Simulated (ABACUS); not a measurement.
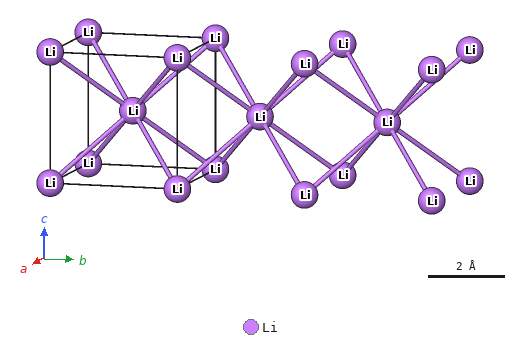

Figure 1. The structure (ball-and-stick view of the cell 2 times as large as that of the calculation, set on its symmetry axes, repeated 1 × 3 × 1, seen slightly off an axis). Near neighbours in the crystal (not all of them lie inside the picture): Li has 8 Li at 3.04 Å.

# Run report: Li, band-structure run

System: Li (1 atom in the cell).
Method: Kohn-Sham DFT of a periodic cell, LDA, GBRV ultrasoft 1.5 LDA, no spin polarisation (ABACUS 3.10.1).

The structure derives from an entry of the Crystallography Open Database. It belongs to a series of runs on one base structure; here: bands on the converged density.

## The program's output
```
ABACUS v3.10.1

               Atomic-orbital Based Ab-initio Computation at UStc

 ------------------------------------------------------------------------------------

 READING GENERAL INFORMATION
                           global_out_dir = OUT.Li/
                           global_in_card = INPUT
                               pseudo_dir = ./
                              orbital_dir =
                                    DSIZE = 4
                                    GSIZE = 1

 READING UNITCELL INFORMATION
                                    ntype = 1
                  lattice constant (Bohr) = 1.88973
              lattice constant (Angstrom) = 1

 READING ATOM TYPE 1
                               atom label = Li
                      L=0, number of zeta = 1
                      L=1, number of zeta = 1
                      L=2, number of zeta = 1
             number of atom for this type = 1

                        TOTAL ATOM NUMBER = 1
DIRECT COORDINATES
    atom                   x                   y                   z     mag                  vx                  vy                  vz
taud_Li1            0.0000000000        0.0000000000        0.0000000000  0.0000        0.0000000000        0.0000000000        0.0000000000

                          Volume (Bohr^3) = 145.824
                             Volume (A^3) = 21.6088

 Lattice vectors: (Cartesian coordinate: in unit of a_0)
             -1.75465            +1.75465            +1.75465
             +1.75465            -1.75465            +1.75465
             +1.75465            +1.75465            -1.75465
 Reciprocal vectors: (Cartesian coordinate: in unit of 2 pi/a_0)
                   +0           +0.284957           +0.284957
            +0.284957                  +0           +0.284957
            +0.284957           +0.284957                  +0
 The esolver type has been set to : ksdft_pw

                PAO radial cut off (Bohr) = 10

 Read in pseudopotential file is li_lda_v1.4.uspp.F.UPF
                     pseudopotential type = US
          exchange-correlation functional = PZ
                 nonlocal core correction = 0
                        valence electrons = 3
                                     lmax = 1
                           number of zeta = 3
                     number of projectors = 5
                           L of projector = 0
                           L of projector = 0
                           L of projector = 0
                           L of projector = 1
                           L of projector = 1
     initial pseudo atomic orbital number = 5

 SETUP THE ELECTRONS NUMBER
            electron number of element Li = 3
      total electron number of element Li = 3
            AUTOSET number of electrons:  = 3
                           occupied bands = 2
                                   NBANDS = 12
                                   NLOCAL = 9

%%%%%%%%%%%%%%%%%%%%%%%%%%%%%%%%%%%%%%%%%%%%%%%%%%%%%%%%%%%%%%%%%%%%%%%%%%%%%%%%%%%%%%%%%%%%%%%%%%%%%%%%%%
 Warning: the number of valence electrons in pseudopotential > 1 for Li: [He] 2s1
 Pseudopotentials with additional electrons can yield (more) accurate outcomes, but may be less efficient.
 If you're confident that your chosen pseudopotential is appropriate, you can safely ignore this warning.
%%%%%%%%%%%%%%%%%%%%%%%%%%%%%%%%%%%%%%%%%%%%%%%%%%%%%%%%%%%%%%%%%%%%%%%%%%%%%%%%%%%%%%%%%%%%%%%%%%%%%%%%%%

 SETUP THE PLANE WAVE BASIS
 energy cutoff for charge/potential (unit:Ry) = 160
            fft grid for charge/potential = [ 24, 24, 24 ]
                        fft grid division = [ 1, 1, 1 ]
        big fft grid for charge/potential = [ 36, 36, 36 ]
                                     nbxx = 46656
                                     nrxx = 13824

 SETUP PLANE WAVES FOR CHARGE/POTENTIAL
                    number of plane waves = 5017
                         number of sticks = 399

 PARALLEL PW FOR CHARGE/POTENTIAL
     PROC   COLUMNS(POT)             PW
        1            399           5017
 --------------- sum -------------------
        1            399           5017
                            number of |g| = 84
                                  max |g| = 14.4537
                                  min |g| = 0

 energy cutoff for dense charge/potential (unit:Ry) = 320
      fft grid for dense charge/potential = [ 36, 36, 36 ]
                                     nrxx = 46656

 SETUP PLANE WAVES FOR dense CHARGE/POTENTIAL
                    number of plane waves = 14171
                         number of sticks = 797

 PARALLEL PW FOR dense CHARGE/POTENTIAL
     PROC   COLUMNS(POT)             PW
        1            797          14171
 --------------- sum -------------------
        1            797          14171
                            number of |g| = 166
                                  max |g| = 28.9074
                                  min |g| = 0

----------- Double Check Mixing Parameters Begin ------------
mixing_type: broyden
mixing_beta: 0.7
mixing_gg0: 1
mixing_gg0_min: 0.1
mixing_ndim: 8
----------- Double Check Mixing Parameters End ------------

 SETUP K-POINTS
                                    nspin = 1
                                   nkstot = 62
K-POINTS DIRECT COORDINATES
 KPOINTS    DIRECT_X    DIRECT_Y    DIRECT_Z  WEIGHT
       1  0.00000000  0.00000000  0.00000000  1.0000
       2  0.05000000 -0.05000000  0.05000000  1.0000
       3  0.10000000 -0.10000000  0.10000000  1.0000
       4  0.15000000 -0.15000000  0.15000000  1.0000
       5  0.20000000 -0.20000000  0.20000000  1.0000
       6  0.25000000 -0.25000000  0.25000000  1.0000
       7  0.30000000 -0.30000000  0.30000000  1.0000
       8  0.35000000 -0.35000000  0.35000000  1.0000
       9  0.40000000 -0.40000000  0.40000000  1.0000
      10  0.45000000 -0.45000000  0.45000000  1.0000
      11  0.50000000 -0.50000000  0.50000000  1.0000
      12  0.45000000 -0.45000000  0.50000000  1.0000
      13  0.40000000 -0.40000000  0.50000000  1.0000
      14  0.35000000 -0.35000000  0.50000000  1.0000
      15  0.30000000 -0.30000000  0.50000000  1.0000
      16  0.25000000 -0.25000000  0.50000000  1.0000
      17  0.20000000 -0.20000000  0.50000000  1.0000
      18  0.15000000 -0.15000000  0.50000000  1.0000
      19  0.10000000 -0.10000000  0.50000000  1.0000
      20  0.05000000 -0.05000000  0.50000000  1.0000
      21  0.00000000  0.00000000  0.50000000  1.0000
      22  0.00000000  0.00000000  0.45000000  1.0000
      23  0.00000000  0.00000000  0.40000000  1.0000
      24  0.00000000  0.00000000  0.35000000  1.0000
      25  0.00000000  0.00000000  0.30000000  1.0000
      26  0.00000000  0.00000000  0.25000000  1.0000
      27  0.00000000  0.00000000  0.20000000  1.0000
      28  0.00000000  0.00000000  0.15000000  1.0000
      29  0.00000000  0.00000000  0.10000000  1.0000
      30  0.00000000  0.00000000  0.05000000  1.0000
[... 32 further k points ...]

           k-point number in this process = 16
       minimum distributed K point number = 15

[... K-POINTS CARTESIAN COORDINATES: 16 rows ...]

[... K-POINTS DIRECT COORDINATES: 16 rows ...]

 SETUP PLANE WAVES FOR WAVE FUNCTIONS
     energy cutoff for wavefunc (unit:Ry) = 40
              fft grid for wave functions = [ 24, 24, 24 ]
                    number of plane waves = 959
                         number of sticks = 129

 PARALLEL PW FOR WAVE FUNCTIONS
     PROC   COLUMNS(POT)             PW
        1            129            959
 --------------- sum -------------------
        1            129            959

 SETUP NONLOCAL PSEUDOPOTENTIALS IN PLANE WAVE BASIS
 Li non-local projectors:
 projector 1 L=0
 projector 2 L=0
 projector 3 L=0
 projector 4 L=1
 projector 5 L=1
      TOTAL NUMBER OF NONLOCAL PROJECTORS = 9

 Init Non-Local PseudoPotential table :
 Init Non-Local-Pseudopotential done.

                                     npwx = 638

 Make real space PAO into reciprocal space.
       max mesh points in Pseudopotential = 625
     dq(describe PAO in reciprocal space) = 0.01
                                    max q = 763

 number of pseudo atomic orbitals for Li is 3
WARNING: norm of atomic wavefunction # 2 of atomic type Li is 0.999315, renormalized
WARNING: norm of atomic wavefunction # 3 of atomic type Li is 0.995764, renormalized

 -------------------------------------------
 NONSELF-CONSISTENT
 -------------------------------------------
                                 init_chg = file
 try to read charge from file
 Read in the charge density: OUT.Li//Li-CHARGE-DENSITY.restart

 PW ALGORITHM --------------- ION=   1  ELEC=   1--------------------------------
 k(1/62) Iter steps (avg)=13 threshold=1e-07
 k(2/62) Iter steps (avg)=13 threshold=1e-07
 k(3/62) Iter steps (avg)=13 threshold=1e-07
 k(4/62) Iter steps (avg)=14 threshold=1e-07
 k(5/62) Iter steps (avg)=14 threshold=1e-07
 k(6/62) Iter steps (avg)=19 threshold=1e-07
 k(7/62) Iter steps (avg)=15 threshold=1e-07
 k(8/62) Iter steps (avg)=15 threshold=1e-07
 k(9/62) Iter steps (avg)=15 threshold=1e-07
 k(10/62) Iter steps (avg)=14 threshold=1e-07
 k(11/62) Iter steps (avg)=16 threshold=1e-07
 k(12/62) Iter steps (avg)=14 threshold=1e-07
 k(13/62) Iter steps (avg)=15 threshold=1e-07
 k(14/62) Iter steps (avg)=15 threshold=1e-07
 k(15/62) Iter steps (avg)=14 threshold=1e-07
 k(16/62) Iter steps (avg)=17 threshold=1e-07
[... levels at 16 k points of this process ...]

 Density error is 0.00000000000
                          Error Threshold = 1.00000000000e-07
----------------------------------------------------------
     Energy           Rydberg                 eV
----------------------------------------------------------
 E_KohnSham     -14.3127579616       -194.7350623729
 E_KS(sigma->0) -14.3126890560       -194.7341248643
 E_Harris       -14.3127579616       -194.7350623729
 E_band         -6.6981314693        -91.1327539362
 E_one_elec     -9.8709785374        -134.3015529445
 E_Hartree      3.6628510327         49.8356449704
 E_xc           -3.1655604770        -43.0696598504
 E_Ewald        -4.9389321688        -67.1976195312
 E_entropy(-TS) -0.0001378112        -0.0018750171
 E_descf        0.0000000000         0.0000000000
 E_exx          0.0000000000         0.0000000000
 E_Fermi        0.0922993378         1.2557969152
----------------------------------------------------------

 charge density convergence is achieved
 final etot is -194.73506237 eV
 EFERMI = 1.2557969152 eV

 STATE ENERGY(eV) AND OCCUPATIONS    NSPIN == 1
 1/16 kpoint (Cartesian) = 0.0000 0.0000 0.0000 (627 pws)
       1       -45.1036      0.0322581
       2       -2.79729      0.0322581
       3        14.3270        0.00000
       4        14.3270        0.00000
       5        14.3270        0.00000
       6        19.2216        0.00000
       7        19.2216        0.00000
       8        19.2216        0.00000
       9        20.2141        0.00000
      10        20.2141        0.00000
      11        20.5818        0.00000
      12        20.5818        0.00000

 2/16 kpoint (Cartesian) = 0.0000 0.028496 0.0000 (623 pws)
       1       -45.1028      0.0322581
       2       -2.70617      0.0322581
       3        13.8647        0.00000
       4        13.8647        0.00000
       5        14.1257        0.00000
       6        18.0737        0.00000
       7        18.6148        0.00000
       8        18.6148        0.00000
       9        19.3434        0.00000
      10        20.6591        0.00000
      11        22.0103        0.00000
      12        22.0103        0.00000

 3/16 kpoint (Cartesian) = 0.0000 0.056991 0.0000 (623 pws)
       1       -45.1004      0.0322581
       2       -2.43191      0.0322581
       3        12.7009        0.00000
       4        12.7009        0.00000
       5        13.6764        0.00000
       6        16.0034        0.00000
       7        18.4220        0.00000
       8        18.4220        0.00000
       9        19.7088        0.00000
      10        21.8175        0.00000
      11        24.4442        0.00000
      12        24.4442        0.00000

 4/16 kpoint (Cartesian) = 0.0000 0.085487 0.0000 (623 pws)
       1       -45.0969      0.0322581
       2       -1.97182      0.0322581
       3        11.2938        0.00000
       4        11.2938        0.00000
       5        13.2089        0.00000
       6        14.1745        0.00000
       7        18.7818        0.00000
       8        18.7818        0.00000
       9        20.3177        0.00000
      10        23.3573        0.00000
      11        26.7977        0.00000
      12        27.2832        0.00000

 5/16 kpoint (Cartesian) = 0.0000 0.11398 0.0000 (611 pws)
       1       -45.0927      0.0322581
       2       -1.32184      0.0322581
       3        9.92647    1.57085e-77
       4        9.92647    1.57085e-77
       5        12.5889        0.00000
       6        12.8407        0.00000
       7        19.5088        0.00000
       8        19.5088        0.00000
       9        21.1701        0.00000
      10        23.5114        0.00000
      11        25.5417        0.00000
      12        30.4224        0.00000

 6/16 kpoint (Cartesian) = 0.0000 0.14248 0.0000 (619 pws)
       1       -45.0882      0.0322581
       2      -0.477196      0.0322581
       3        8.71066    5.70872e-67
       4        8.71066    5.70872e-67
       5        11.2470    5.32490e-89
       6        12.5993        0.00000
       7        20.5243        0.00000
       8        20.5243        0.00000
       9        20.6375        0.00000
      10        22.2658        0.00000
      11        27.0312        0.00000
      12        33.5305        0.00000

[... levels at 10 further k points ...]

 --------------------------------------------
 !FINAL_ETOT_IS -194.7350623728731 eV
 --------------------------------------------

 Output bands in file: OUT.Li/BANDS_1.dat
```

## Standard output
```
ABACUS v3.10.1

               Atomic-orbital Based Ab-initio Computation at UStc

%%%%%%%%%%%%%%%%%%%%%%%%%%%%%%%%%%%%%%%%%%%%%%%%%%%%%%%%%%%%%%%%%%%%%%%%%%%%%%%%%%%%%%%%%%%%%%%%%%%%%%%%%
 Warning: the number of valence electrons in pseudopotential > 1 for Li: [He] 2s1
 Pseudopotentials with additional electrons can yield (more) accurate outcomes, but may be less efficient.
 If you're confident that your chosen pseudopotential is appropriate, you can safely ignore this warning.
%%%%%%%%%%%%%%%%%%%%%%%%%%%%%%%%%%%%%%%%%%%%%%%%%%%%%%%%%%%%%%%%%%%%%%%%%%%%%%%%%%%%%%%%%%%%%%%%%%%%%%%%%

 UNIFORM GRID DIM        : 24 * 24 * 24
 UNIFORM GRID DIM(BIG)   : 36 * 36 * 36
 UNIFORM GRID DIM(DENSE) : 36 * 36 * 36
 ---------------------------------------------------------
 ---------------------------------------------------------
 SPIN    KPOINTS         PROCESSORS  THREADS
 1       62              4           4
 ---------------------------------------------------------
 Use plane wave basis
 ---------------------------------------------------------
 ELEMENT NATOM       XC
 Li      1
 ---------------------------------------------------------
 Initial plane wave basis and FFT box
 ---------------------------------------------------------
 -------------------------------------------
 NONSELF-CONSISTENT :
 -------------------------------------------
 START CHARGE      : file
 ITER       ETOT/eV          EDIFF/eV         DRHO     TIME/s
 DA1     -1.94735062e+02   0.00000000e+00   0.0000e+00   0.66
```

The run was set up as follows.

## Input
```
INPUT_PARAMETERS
suffix              Li
calculation         nscf
basis_type          pw
pseudo_dir          ./
symmetry            -1
dft_functional      pz
ecutwfc             40.0
pseudo_rcut         10
nspin               1
nbands              12
ks_solver           dav
smearing_method     fd
smearing_sigma      0.00367493
scf_thr             1e-08
scf_nmax            100
mixing_type         broyden
mixing_beta         0.7
ecutrho             320.0
init_chg            file
pw_diag_thr         1e-07
out_band            1
kpar                4
```

## File STRU
```
ATOMIC_SPECIES
Li 6.9400 li_lda_v1.4.uspp.F.UPF

LATTICE_CONSTANT
1.8897261246

LATTICE_VECTORS
-1.7546500000 1.7546500000 1.7546500000
1.7546500000 -1.7546500000 1.7546500000
1.7546500000 1.7546500000 -1.7546500000

ATOMIC_POSITIONS
Direct

Li
0.0
1
0.0000000000 0.0000000000 0.0000000000 1 1 1
```

## File KPT
```
K_POINTS
8
Line
0.00000000 0.00000000 0.00000000 10 // G
0.50000000 -0.50000000 0.50000000 10 // H
0.00000000 0.00000000 0.50000000 10 // N
0.00000000 0.00000000 0.00000000 10 // G
0.25000000 0.25000000 0.25000000 10 // P
0.50000000 -0.50000000 0.50000000 1 // H
0.25000000 0.25000000 0.25000000 10 // P
0.00000000 0.00000000 0.50000000 1 // N
```

Run as:
```bash
OMP_NUM_THREADS=1 mpirun -np 4 abacus > log
```

## Summary

```tsv
quantity	value
outcome	converged
space group (tolerance 0.01 Å)	Im-3m (229)
electrons treated	3
Fermi energy of the self-consistent step	0.613 eV
hardware	4 threads of Intel Xeon @ 3.00GHz (Skylake/Cascade Lake), 12 GiB of memory available, shared host
wall time	1.1 s (CPU time 4.2 s)
peak memory	0.36 GiB
```
